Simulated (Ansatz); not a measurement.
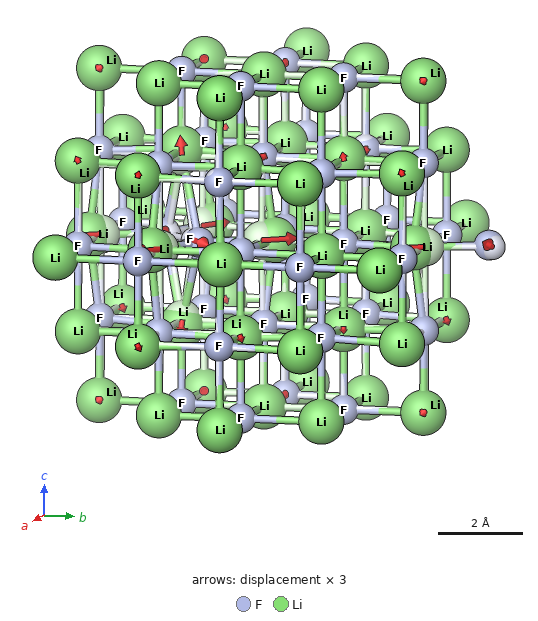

This is a relaxation of a defect cell of composition F33Li32 (cell charge +1). The starting structure is drawn faded, the final one solid; red arrows show the displacements, 3 times their true length.

Style: ball-and-stick. Shown: the atoms within 5.8 Å of the atom that moves most (axes of the cell of the calculation (origin shifted)), slightly off an axis.

The atoms of the start lie slightly off their symmetric places, so part of the fall in energy undoes that.

Theory: DFT, PBEsol, PAW, plane waves (Ansatz). (plane-wave cutoff 420 eV; k-point mesh 1 × 1 × 1; mesh shifted by (0.25, 0.25, 0.25); no spin polarisation; atoms relaxed in a fixed cell; force threshold 0.03 eV/Å; at most 80 steps)

> Which element moves most?

Lithium: up to 0.32 Å, against 0.23 Å for fluorine.

> What did the optimiser do to the structure, and how much energy did it gain?

A Li atom moves most: 0.32 Å along [−2 3 0]. Largest moves by element: Li 0.32 Å, F 0.23 Å. The cell doesn't change. Near-neighbour distances that change, for instance: F–F 1.255 → 1.625 Å, F–Li 2.046 → 1.767 Å, F–Li 2.055 → 2.314 Å, F–Li 2.007 → 1.768 Å. Among the angles between lasting bonds that change: Li–F–Li 119.5° → 138.5°, F–Li–F 76.0° → 58.9°, Li–F–Li 87.9° → 104.2°. After 4 geometry steps the energy has fallen by 4.034 eV per cell of the calculation. Largest force component: 7.7 eV/Å at the start, 0.023 eV/Å at the end.

Limits of the set-up: the periodic images lie only 8.0 Å apart, so the values are limited by the cell's size; the cell is charged, on a uniform background, and energies carry no finite-size correction.
